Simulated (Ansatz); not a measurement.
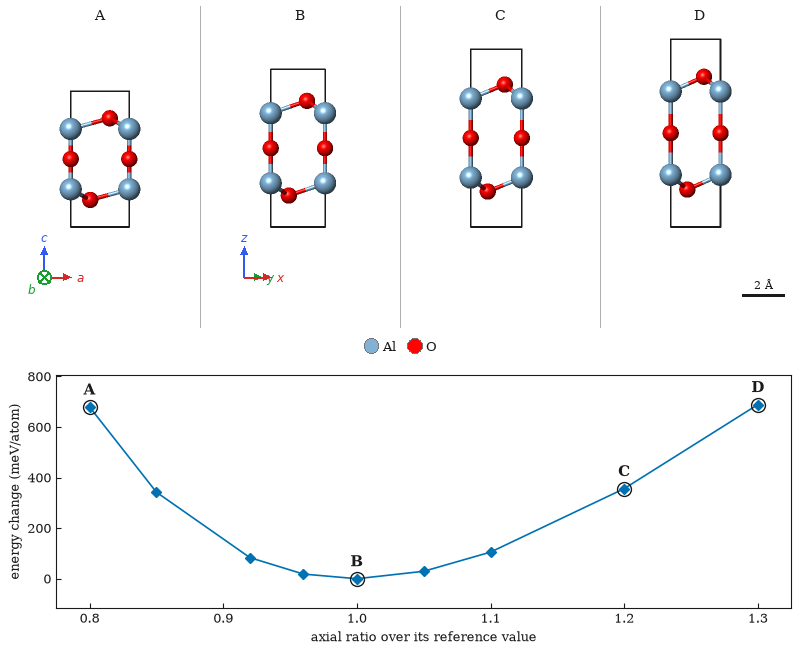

Energy scan for solid Al2O3 (P-3m1), in which the ratio of the cell's length along z to its lengths across, counted as 1 for the reference, is changed at fixed volume (a c/a path), with the atoms kept at their fractional coordinates. x, y and z are the Cartesian axes of the input. The lettered frames are marked on the plot. The picture is a ball-and-stick view of the cell of the calculation, seen along the b axis.

Computed with DFT r2SCAN, scalar-relativistic, plane waves, PAW in Ansatz. (plane-wave cutoff 500 eV; k-point mesh 12 × 12 × 4; occupations gaussian; smearing width 0.05 eV; no spin polarisation). Energies (free energies at the smearing named) are counted from the cell as listed in its source, which wasn't relaxed.

**Describe the profile.**

The lowest computed point lies at the relative ratio 1.00 (0 meV/atom). The end points stand at 679 meV/atom (0.80) and 689 meV/atom (1.30). The unrelaxed reference is under a pressure of −5.5 GPa. The distortion keeps the space group P-3m1. At the relative ratio 1.30 the cell of the drawing goes a 3.017 → 2.765 Å, b 3.017 → 2.765 Å, c 7.575 → 9.022 Å. The band gap on the mesh, 2.96 eV in the reference, closes at 1.30.

Limits of the set-up: layers or molecules are held without a dispersion correction, so their spacing is unreliable.
